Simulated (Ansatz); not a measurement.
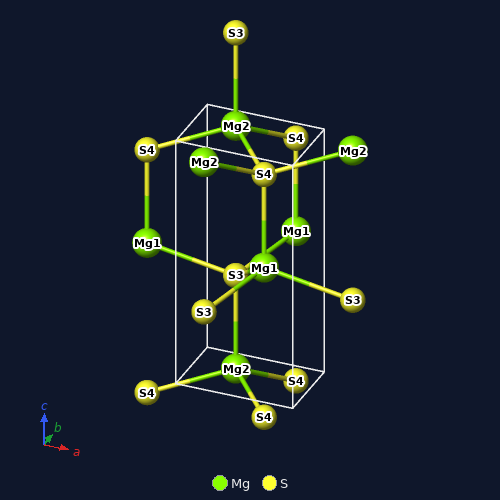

The system is MgS (P6_3mc, No. 186; 4 atoms in the cell); the picture shows the reference structure. 
- The cell is strained homogeneously, by one strain along x and y and another along z, with fractional coordinates fixed (x along [1 0 0], z along [0 0 1] of the conventional cell).
- First axis: strain along x and y. Second axis: strain along z.
- Grid: 5 × 5 points. At 1 point there is no value.
- Energies are in meV/atom, from the lowest grid point.
- The reference cell is the one listed in the database, not relaxed at this level.
- Computed with DFT PBEsol, scalar-relativistic, plane waves, PAW (Ansatz 0.2.0). Settings: cutoff 420 eV, k-mesh 6×6×4 in the order of the run's cell vectors, gaussian smearing 0.05 eV, no spin polarisation.

Its coordinates:

```
CELL_PARAMETERS angstrom
4.03462 0.00000 0.00000
-2.01731 3.49409 0.00000
0.00000 0.00000 6.43229
ATOMIC_POSITIONS crystal
Mg 0.66667 0.33333 0.49575
Mg 0.33333 0.66667 0.99575
S 0.33333 0.66667 0.37924
S 0.66667 0.33333 0.87924
```

Range: strain along x and y from −8 to 8 %; strain along z from −8 to 8 %.

What landscape does the calculation give?

The lowest grid point is at strain along x and y = 0 %, strain along z = 0 %. No other kind of well shows on this grid. The highest grid point, strain along x and y = −8 %, strain along z = −8 %, lies 288 meV/atom above the lowest. Round the minimum the valley is somewhat tilted: raising strain along x and y shifts the best value of strain along z downwards (coupling k₁₂/√(k₁₁k₂₂) about 0.3). The gap on the k-mesh is 3.3 eV at the lowest point and runs from 2.3 to 4.4 eV over the map.

```tsv
strain along z ↓, strain along x and y →	−8	−4	0	4	8
8	167	61	47	97	193
4	159	39	14	–	145
0	170	36	0	32	112
−4	209	60	12	34	104
−8	288	123	61	72	132
```

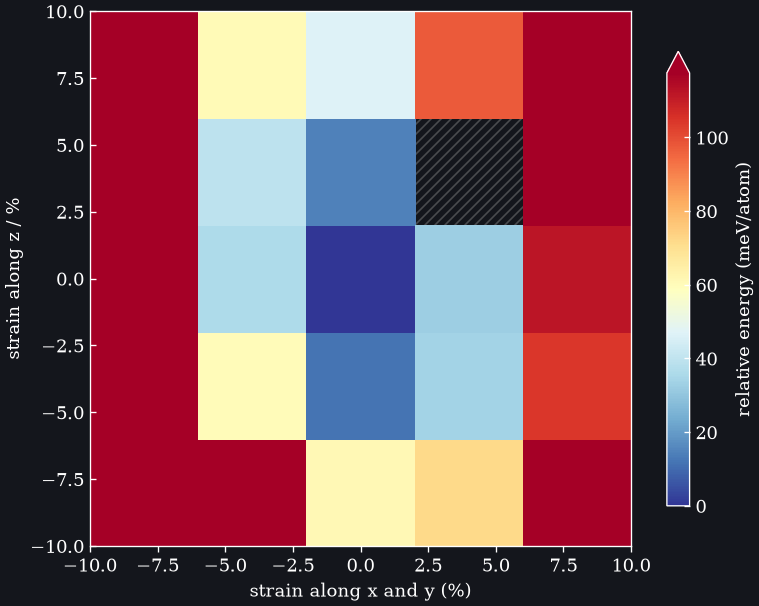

The picture shows one coloured cell a grid point, one colour for all values above the top of the scale, hatched blanks where no value was computed.
